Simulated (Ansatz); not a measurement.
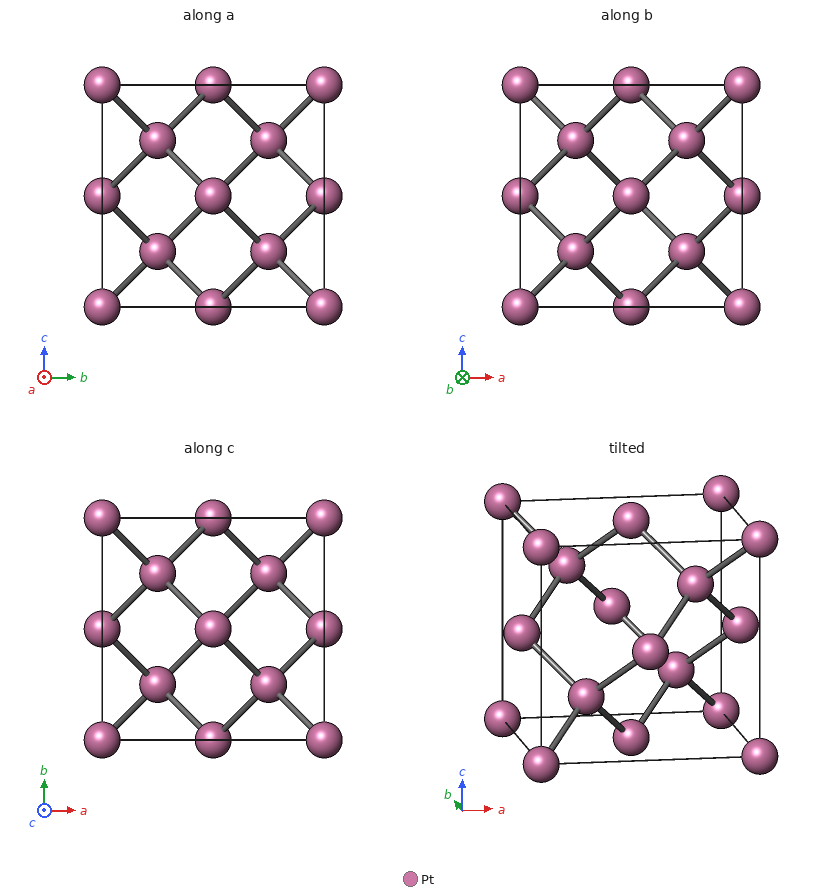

View along the a axis, along the b axis, along the c axis and slightly off an axis, drawn as a ball-and-stick model. Thin lines show the conventional unit cell, with boundary atoms drawn in all their periodic places.

Lattice parameters: a = 5.867 Å, b = 5.867 Å, c = 5.867 Å, α = 90.00°, β = 90.00°, γ = 90.00°. Put a along x and b in the xy plane.

Turn the picture into a POSCAR file.

Answer.
```
Pt
1.0
     5.867    0.000    0.000
     0.000    5.867    0.000
     0.000    0.000    5.867
Pt
8
Direct
  0.7500 0.7500 0.2500
  0.0000 0.5000 0.5000
  0.7500 0.2500 0.7500
  0.0000 0.0000 0.0000
  0.2500 0.7500 0.7500
  0.5000 0.5000 0.0000
  0.2500 0.2500 0.2500
  0.5000 0.0000 0.5000
```

Origin of the cell: a structure type filled with this element by a generator (whether the element takes this form wasn't checked). Earlier steps of the study may have refined or changed the cell and positions. It went into a calculation with Ansatz.

At this level of theory the cell isn't at rest (stretched, at -12 GPa), so its distances can differ from those at equilibrium, the more so the softer the solid.
